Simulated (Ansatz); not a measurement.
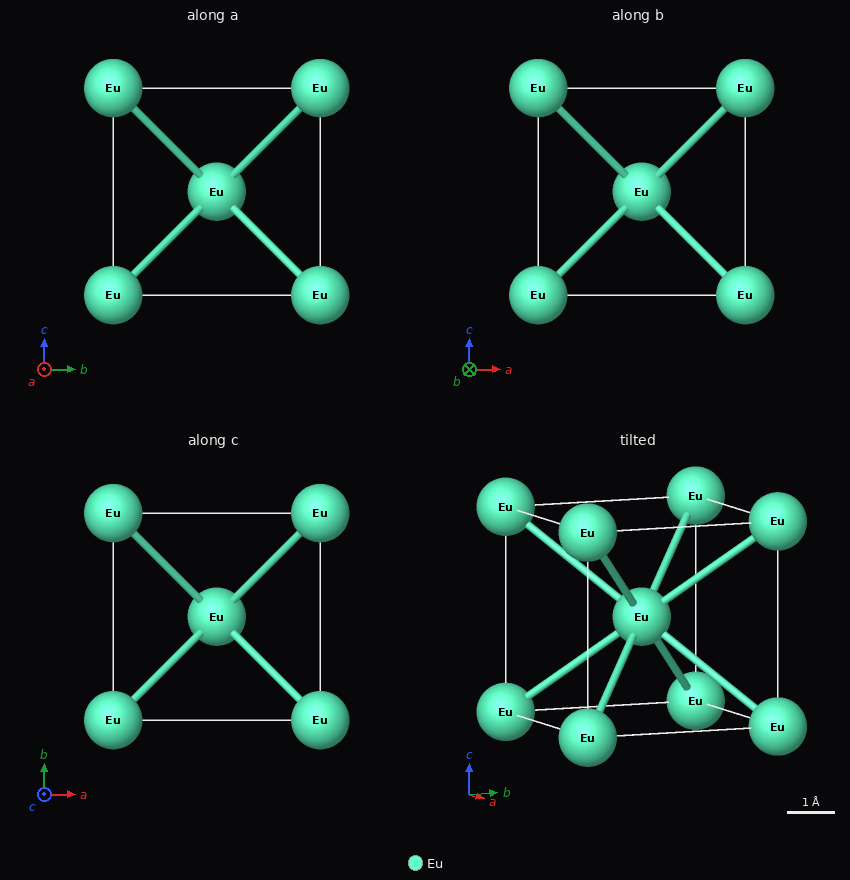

We look at a ball-and-stick model of the crystal along the a axis, along the b axis, along the c axis and slightly off an axis. The edges of the conventional unit cell are marked.

Lattice parameters: a = 4.4254 Å, b = 4.4254 Å, c = 4.4254 Å, α = 90.000°, β = 90.000°, γ = 90.000°.

Question: Reconstruct the structure as a CIF with its space group and independent sites.

Answer:
```cif
data_structure
_symmetry_space_group_name_H-M 'I m -3 m'
_symmetry_Int_Tables_number 229
_cell_length_a 4.4254
_cell_length_b 4.4254
_cell_length_c 4.4254
_cell_angle_alpha 90.000
_cell_angle_beta 90.000
_cell_angle_gamma 90.000
_cell_volume 86.67
loop_
_atom_site_label
_atom_site_type_symbol
_atom_site_symmetry_multiplicity
_atom_site_Wyckoff_symbol
_atom_site_fract_x
_atom_site_fract_y
_atom_site_fract_z
_atom_site_occupancy
Eu1 Eu 2 a 0.0000 0.0000 0.0000 1
```

Its origin is the standard structure of this element. The cell was then strained or its atoms displaced on purpose. Ansatz was used for an electronic-structure calculation on it.
